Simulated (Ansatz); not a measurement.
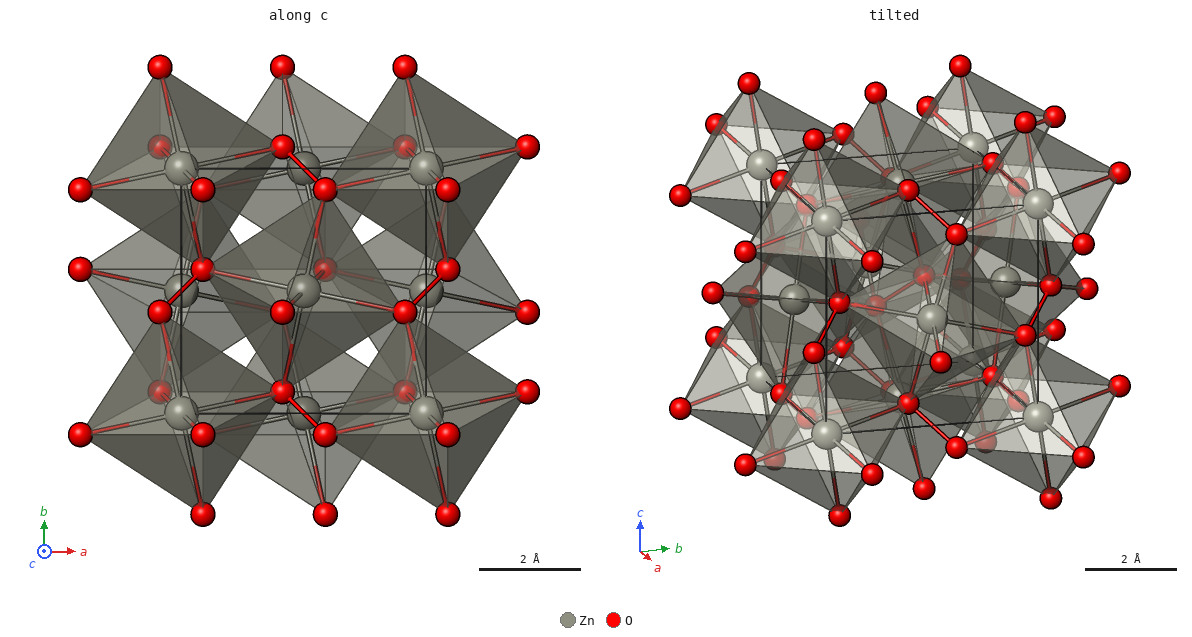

Polyhedral drawing of the structure, looking along the c axis and slightly off an axis. The parallelepiped is the conventional unit cell. A few atoms beyond the faces are included.

ZnO2, space group Pa-3 (No. 205), a = 4.87 Å, b = 4.87 Å, c = 4.87 Å, α = 90.00°, β = 90.00°, γ = 90.00°.

Results below were computed with Ansatz, DFT PBEsol, scalar-relativistic, plane waves, PAW; the settings were 420 eV cutoff, the zone sampled with 6×6×6 points, Gaussian smearing of 0.02 eV, no spin polarisation.

> Classify it as metallic or gapped, with the value.

A semiconductor at this level, with a gap of 2.23 eV on the k-mesh (the true edges may lie between mesh points, so the gap can be somewhat smaller).

Its origin is a structure listed in the Materials Project, with elements exchanged, so it need not be a known form of the compound. Atoms and cell were optimised with DFT PBEsol, scalar-relativistic, plane waves, PAW (Ansatz 0.2.0).
